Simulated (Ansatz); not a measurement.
# Zr$_{8}$HS$_{16}$ (cell charge −1, with a compensating background) (cell with a defect): what the fields show

Input

```
crystal:
  lattice:
    - [5.5278124674, -3.1914840161, 6.7579086874]
    - [5.5278124674, -3.1914840161, -6.7579086874]
    - [-1.8426041558, 9.5744520483, 0.0]
  atoms:
    - { symbol: Zr, position: [0.0, 0.0, 0.0] }
    - { symbol: Zr, position: [0.5, 0.5, 0.0] }
    - { symbol: Zr, position: [0.375, 0.375, 0.25] }
    - { symbol: Zr, position: [0.25, 0.25, 0.5] }
    - { symbol: Zr, position: [0.125, 0.125, 0.75] }
    - { symbol: Zr, position: [0.875, 0.875, 0.25] }
    - { symbol: Zr, position: [0.75, 0.75, 0.5] }
    - { symbol: Zr, position: [0.625, 0.625, 0.75] }
    - { symbol: S, position: [0.6011751479, 0.8154915188, 0.25] }
    - { symbol: S, position: [0.1011751479, 0.3154915188, 0.25] }
    - { symbol: S, position: [0.9761751479, 0.1904915188, 0.5] }
    - { symbol: S, position: [0.8511751479, 0.0654915188, 0.75] }
    - { symbol: S, position: [0.7261751479, 0.9404915188, 0.0] }
    - { symbol: S, position: [0.4761751479, 0.6904915188, 0.5] }
    - { symbol: S, position: [0.3511751479, 0.5654915188, 0.75] }
    - { symbol: S, position: [0.2261751479, 0.4404915188, 0.0] }
    - { symbol: S, position: [0.1488248521, 0.9345084812, 0.25] }
    - { symbol: S, position: [0.6488248521, 0.4345084812, 0.25] }
    - { symbol: S, position: [0.5238248521, 0.3095084812, 0.5] }
    - { symbol: S, position: [0.3988248521, 0.1845084812, 0.75] }
    - { symbol: S, position: [0.2738248521, 0.0595084812, 0.0] }
    - { symbol: S, position: [0.0238248521, 0.8095084812, 0.5] }
    - { symbol: S, position: [0.8988248521, 0.6845084812, 0.75] }
    - { symbol: S, position: [0.7738248521, 0.5595084812, 0.0] }
    - { symbol: H, position: [0.3299925217, 0.7500487176, 0.2244465246] }
total_charge: -1
basis:
  ecutwfc: 420
  xc_grid: 2
kpoints:
  mp_grid: { grid: [2, 2, 2], shift: [0.5, 0.5, 0.5] }
hamiltonian:
  xc: pbe
scf:
  occupations: { method: gaussian, width: 0.02 }
output:
  forces: true
  stress: false
  eigenvalues: true
  write_density: true
  write_potential: true
  elf: true
  volumetric_format: npy
relax:
  adjacent_minimum: "off"
  f_tol: 0.02
  max_steps: 60
```

Run with:

```sh
ansatz run input.yaml --threads 4 --pin off --max-ram 10240MiB --backend cpu --events-out ev --progress --plain --runs-dir out
```

The fields are those of the run's last geometry, not of the input's.

Level of theory: Ansatz, DFT PBE, scalar-relativistic, plane waves, PAW.

In a PAW calculation such maps are meaningful between the atoms, not at the nuclei.

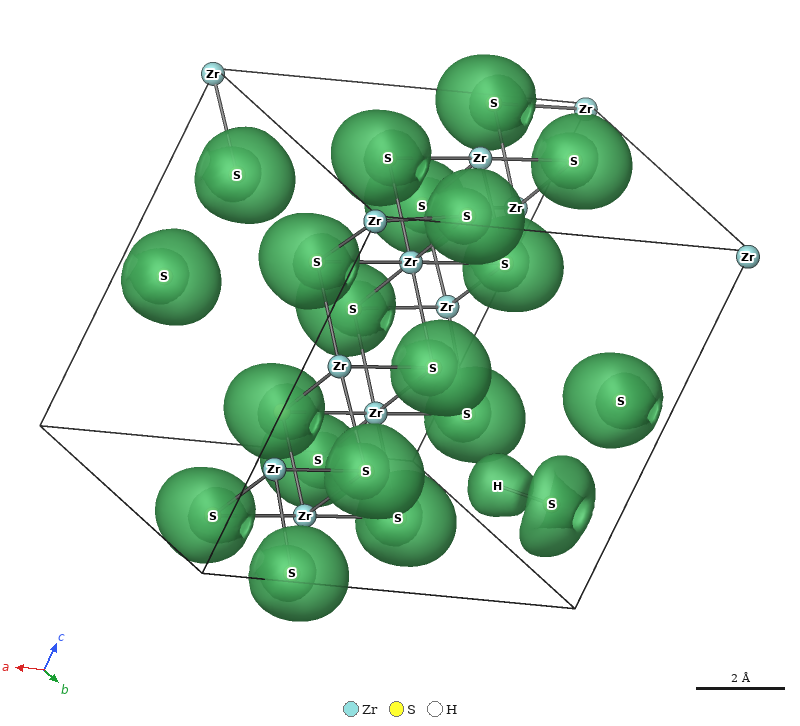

Figure 1. Isosurface of the ELF at 0.8 (green), seen at an oblique angle. Core shells and regions of very low density are left out. Sticks mark near contacts.

### Identify the bonds, lone pairs and shells in this picture.

The surface consists of one region around a hydrogen nucleus and 16 regions wrapped around S (the valence shell of each), counted in one cell of 25 atoms. Regions shared between cells count once. Profiles from the grid: S–H (1.36 Å): the ELF climbs to about 1 towards the hydrogen, as it does in any bond to H; a covalent bond by its length. Zr–S (2.51 Å): the ELF peaks at about 0.85 in the valence shell of S, 0.8 Å from its nucleus, and is about 0.40 at the midpoint.

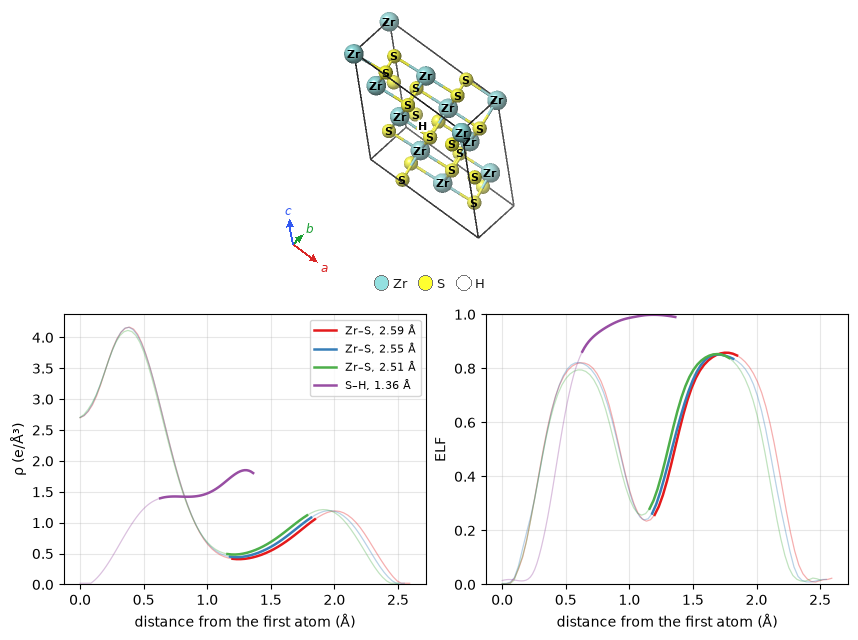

Figure 2. Valence electron density and electron localisation function along straight lines between neighbouring atoms. Thin, pale parts lie inside the atomic spheres. The structure is drawn too.

### What can be read from the curves?

Zr–S (2.59 Å): ρ at the midpoint is about 0.42 e/Å³; the ELF peaks at about 0.85 in the valence shell of S, 0.8 Å from its nucleus, and is about 0.40 at the midpoint.
Zr–S (2.55 Å): the density is about 0.45 e/Å³ at the midpoint; the ELF peaks at about 0.85 in the valence shell of S, 0.9 Å from its nucleus, and is about 0.40 at the midpoint.
Zr–S (2.51 Å): ρ at the midpoint is about 0.49 e/Å³; the ELF peaks at about 0.85 in the valence shell of S, 0.8 Å from its nucleus, and is about 0.40 at the midpoint.
S–H (1.36 Å): ρ is about 1.4 e/Å³ halfway; the ELF climbs to about 1 towards the hydrogen: a covalent bond by its length.
